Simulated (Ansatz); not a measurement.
**A series of single points on SrCl$_{2}$**

System: SrCl$_{2}$ (Fmmm, 3 atoms in the cell).
Method: DFT PBE, scalar-relativistic, plane waves, PAW, no spin polarisation (Ansatz 0.2.0).

The 8 runs differ only in the geometry, by a strain of the cell at fixed fractional positions. Against run 4, the strain is εxx = −0.97 η and εyy = η. The structure derives from an entry of the Crystallography Open Database.

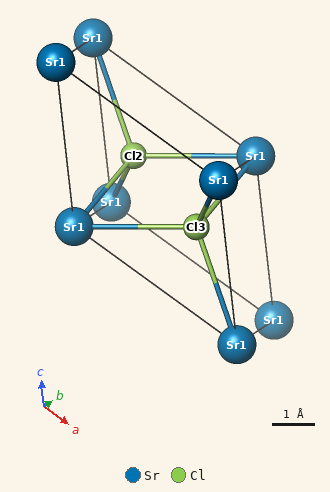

Figure 1. The structure of run 4 (ball-and-stick view of the reduced cell, seen slightly off an axis; atoms are numbered from 1 in the order of the input).

**Input of run 4**
```yaml
crystal:
  lattice:
    - [0.0, 3.4332175, 3.4855]
    - [3.5377825, 0.0, 3.4855]
    - [3.5377825, 3.4332175, 0.0]
  atoms:
    - { symbol: Sr, position: [0.0, 0.0, 0.0] }
    - { symbol: Cl, position: [0.25, 0.25, 0.25] }
    - { symbol: Cl, position: [0.75, 0.75, 0.75] }
basis:
  ecutwfc: 420
kpoints:
  mp_grid: { grid: [6, 6, 6] }
hamiltonian:
  xc: pbe
scf:
  occupations: { method: gaussian, width: 0.05 }
output:
  forces: true
  stress: true
  eigenvalues: true
```

Command:
```bash
ansatz run input.yaml --threads 1 --pin off --max-ram 1228MiB --backend cpu --events-out ev --progress --plain --runs-dir out
```

Lattice vectors (Å) and fractional positions of run 4:
```
   0.000000    3.433218    3.485500
   3.537783    0.000000    3.485500
   3.537783    3.433218    0.000000
Sr  0.000000  0.000000  0.000000
Cl  0.250000  0.250000  0.250000
Cl  0.750000  0.750000  0.750000
```

Run 7 differs from it as follows:
```diff
-    - [0.0, 3.4332175, 3.4855]
-    - [3.5377825, 0.0, 3.4855]
-    - [3.5377825, 3.4332175, 0.0]
+    - [0.0, 3.55521, 3.4855]
+    - [3.41579, 0.0, 3.4855]
+    - [3.41579, 3.55521, 0.0]
```

**Results, with one run withheld**

| run | strain parameter η (%) | free energy per atom, from the lowest run given (meV) | pressure (GPa) | gap on the mesh (eV) |
| --- | --- | --- | --- | --- |
| 1 | −2.0305 | 11.31 | 1.16 | 5.00 |
| 2 | −1.5228 | 8.23 | 1.14 | 5.07 |
| 3 | −1.0152 | 5.63 | 1.12 | 5.13 |
| 4 | 0.0000 | 1.87 | 1.10 | 5.23 |
| 5 | 0.5076 | 0.70 | 1.09 | 5.28 |
| 6 | 1.0152 | 0.00 | 1.08 | 5.32 |
| 7 | 3.5533 | ? | ? | ? |
| 8 | 5.5838 | 14.88 | 1.19 | 4.93 |

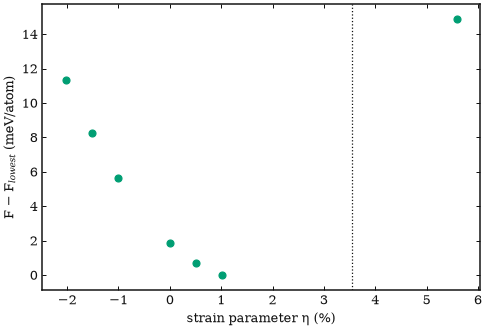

Figure 2. Free energy per atom of the runs given; the dotted line marks run 7.

What should run 7 give?

A cubic polynomial in the coordinate, fitted to the 7 runs given, misses them by under 0.01 meV per atom. With x = η − 0.3626, it reads F = 0.98358 − 2.1032 x + 0.92042 x² − 0.0015019 x³ (meV per atom). At run 7 it gives 3.59 meV per atom, and the run itself gives 3.51. The fit has its minimum at η = 1.5083 %. The gap on the mesh lies between 4.93 eV (run 8) and 5.32 eV (run 6); run 7 has 5.18 eV. These are gaps of this functional on this mesh, which can miss the band edges; they aren't the measured gap.

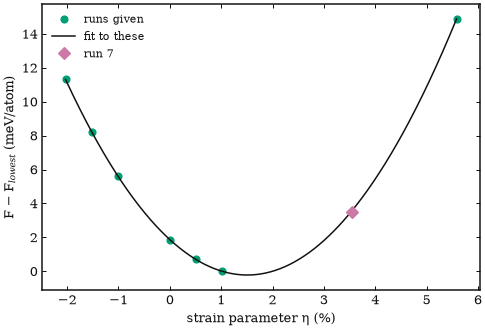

Figure 3. The fit and the withheld run.

**Output, shortened to warnings, some set-up lines, iterations and results (run 7)**
```
Basis set: ecut = 420 eV, 1659 PW (Γ), exchange–correlation on 72×72×72 points (8 copies of the dense FFT grid, shifted against one another)
Symmetry: 8 space group operations
k-points: 46 of 216
Initial density: superposition of atomic densities (neutral atoms: chi_scale 0, normalization atom), corrected by the library's trained network
[...]
SCF iter   1: F=—  HF=-5710.710827 eV  |F-HF|=—  |Δ(HF+E_count)|=         —  Δρ=3.57e-4  dr2=5.79e-5  ethr=1.77e-3  ⟨swp⟩=9.6  Hψ=5373  notcnv=0
SCF iter   2: F=—  HF=-5710.712200 eV  |F-HF|=—  |Δ(HF+E_count)|=   1.37e-3  Δρ=1.84e-4  dr2=1.23e-5  ethr=2.41e-7  ⟨swp⟩=3.7  Hψ=2306  notcnv=0
SCF iter   3: F=—  HF=-5710.712238 eV  |F-HF|=—  |Δ(HF+E_count)|=   3.84e-5  Δρ=8.98e-5  dr2=2.39e-6  ethr=5.13e-8  ⟨swp⟩=2.1  Hψ=1088  notcnv=0
SCF iter   4: F=—  HF=-5710.712263 eV  |F-HF|=—  |Δ(HF+E_count)|=   2.42e-5  Δρ=2.71e-5  dr2=2.39e-7  ethr=9.94e-9  ⟨swp⟩=2.0  Hψ=1242  notcnv=0
SCF iter   5: F=-5710.712266 eV  HF=-5710.712266 eV  |F-HF|=1.48e-7  |Δ(HF+E_count)|=   3.20e-6  Δρ=8.71e-6  dr2=4.52e-8  ethr=9.95e-10  ⟨swp⟩=2.0  Hψ=1255  notcnv=0
SCF iter   6: F=-5710.712266 eV  HF=-5710.712266 eV  |F-HF|=4.23e-9  |Δ(HF+E_count)|=   1.70e-7  Δρ=3.69e-6  dr2=9.26e-9  ethr=1.88e-10  ⟨swp⟩=3.8  Hψ=3215  notcnv=0
SCF 1 converged in 6 iterations: F = -5710.712266 eV  dr2 = 9.26e-9
SCF converged after 6 iterations
Free energy (F): -5710.712266 eV
Harris-Foulkes:  -5710.712266 eV  (|F-HF|=4.23e-9)
Internal energy: -5710.712266 eV  (E = F + TS)
E sigma→0 (E₀):  -5710.712266 eV
Fermi energy:    5.851577 eV
--- Per-component energies (eV) ---
  E_band       = -146.274388
  E_kinetic    = 568.738858
  E_local      = -1180.270033  (includes V_loc(G=0)·N_el)
  E_nonlocal   = 258.829773
  E_hartree    = 324.528430
  E_xc         = -389.123215
  E_vxc        = -408.085702  (∫ρ·V_xc dr)
  E_paw        = -4013.364347  (= ΣΔE_a)
  E_vpaw       = -34.546610  (= ΣTr[D̂ρ^β])
  E_aug_tail   = 0.000179  (compensation charges beyond the density's cutoff)
  E_ewald      = -1280.051912
  E_smearing   = -0.000000  (= −TS)
  E_closure    = -0.000000  (closes the sum)
  Σ components = -5710.712266   (vs F -5710.712266, Δ=0.00e0)
--- Forces (eV/Å), atoms counted from 1 ---
  atom   1  Sr     0.00000000     0.00000000    -0.00000000
  atom   2  Cl    -0.00000000     0.00000000     0.00000000
  atom   3  Cl     0.00000000     0.00000000     0.00000000
  max |Σ_I F_I| component: 3.94e-31 eV/Å
--- Stress (GPa, compression-positive) ---
        2.162829       0.000000       0.000000
        0.000000       0.075116       0.000000
        0.000000       0.000000       1.085695
  P = ⅓ Tr σ = 1.1079 GPa (11.079 kbar)
```
